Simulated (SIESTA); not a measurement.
System: MgO₂ (space group Pa-3).

Computed with SIESTA 5.4.2: DFT in numerical atomic orbitals with pseudopotentials, no spin polarisation; energies at scaled volumes of the given cell, shape and fractions fixed, counted from the fit's minimum, third-order Birch-Murnaghan fit. All runs: no spin polarisation.

```tsv
setting	value
occupations	Fermi–Dirac
smearing width	0.05 eV
potentials	PseudoDojo 0.4 standard, converted to PSML, two zetas on semicore shells
```

Settings that differ: PBEsol: k mesh 4×4×4; PBEsol + D3(BJ): k mesh 6×6×6.

Describe the result: the energy against volume, with one curve for each functional. The cases: PBEsol; PBEsol + D3(BJ).

The fitted equilibrium volumes, smallest first, are PBEsol + D3(BJ) 9.451, PBEsol 9.625 Å³/atom. The fitted bulk moduli, smallest first, are PBEsol 144.7, PBEsol + D3(BJ) 150.3 GPa.

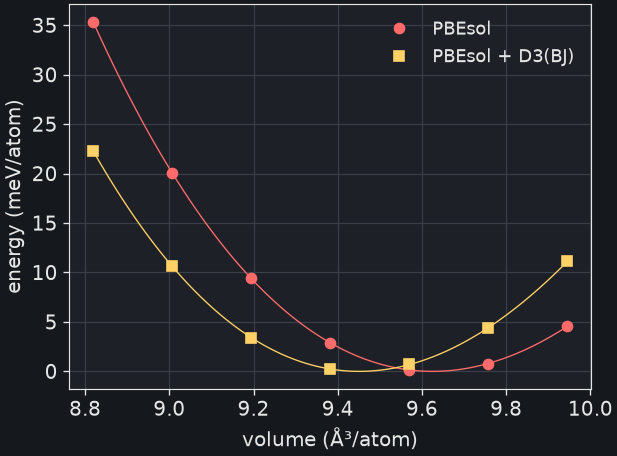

Note: mulliken charges of long orbitals; shape and atomic fractions are frozen while scaling, which makes layered, chain and framework solids too stiff.
